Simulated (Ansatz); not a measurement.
Consider Rh.

```
Rh
1.0
     2.12156   -2.12156    0.00000
     2.12156    2.12156    0.00000
     0.00000    0.00000    2.99988
Rh
2
Direct
  0.00000 0.00000 0.00000
  0.50000 0.50000 0.50000
```

Space group Im-3m; computed pressure about 8 GPa in this cell; computed without spin polarisation.

These are results of DFT PBEsol, scalar-relativistic, plane waves, PAW (Ansatz 0.2.0), not measurements.

What can the converged valence pseudo-density and electron localisation function tell about the bonding?

Answer. Rh–Rh (2.60 Å): the density is about 0.43 e/Å³ at the midpoint; the ELF is about 0.25 at the midpoint (no localised pair shows between them).

Metal or insulator at this level of theory?

Answer. It is metallic or semimetallic at this level of theory: no gap opens.

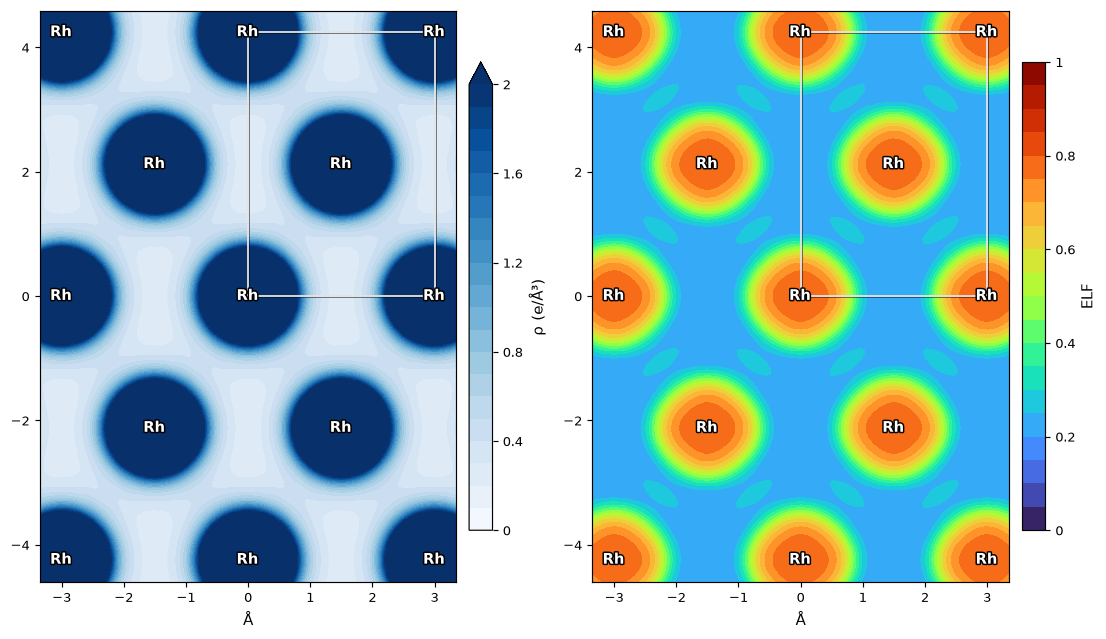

Computed valence pseudo-density and electron localisation function on the (11̄0) plane of the conventional cell, in this order. 

The density is the valence pseudo-density of a PAW calculation; it isn't the true density close to the nuclei.
